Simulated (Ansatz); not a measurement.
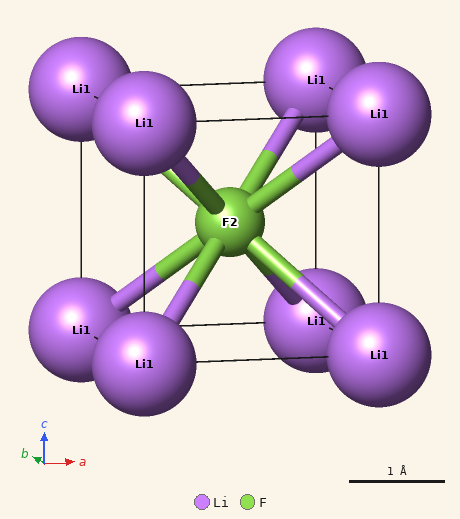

The starting point is a symmetric starting cell of LiF. The picture is a ball-and-stick view of the cell of the calculation, seen slightly off an axis.

Theory: Ansatz 0.2.0, DFT PBE, scalar-relativistic, plane waves, PAW. Settings: plane-wave cutoff 420 eV; k-point mesh 10 × 10 × 10; occupations gaussian; smearing width 0.02 eV; no spin polarisation.

Now this is done to it. All lengths are scaled by −1.8 % (volume −5.2 %), the atoms keeping their fractional coordinates. No relaxation follows. The starting cell wasn't computed here and needn't be at equilibrium, so pressure and forces aren't due to the change alone.

**What is the effect?**

The pressure is 4.1 GPa (not all of it need come from the change, since the unchanged cell can be under pressure at this level too). All forces vanish by symmetry. Near-neighbour distances before and after: F–Li 2.217 → 2.178 Å. The space group stays Pm-3m (No. 221).

Drawn alike, the variant:

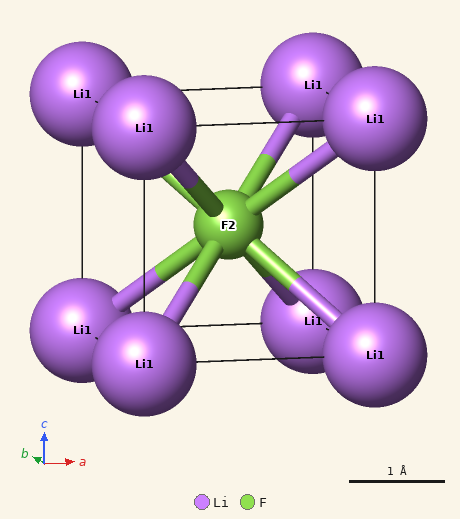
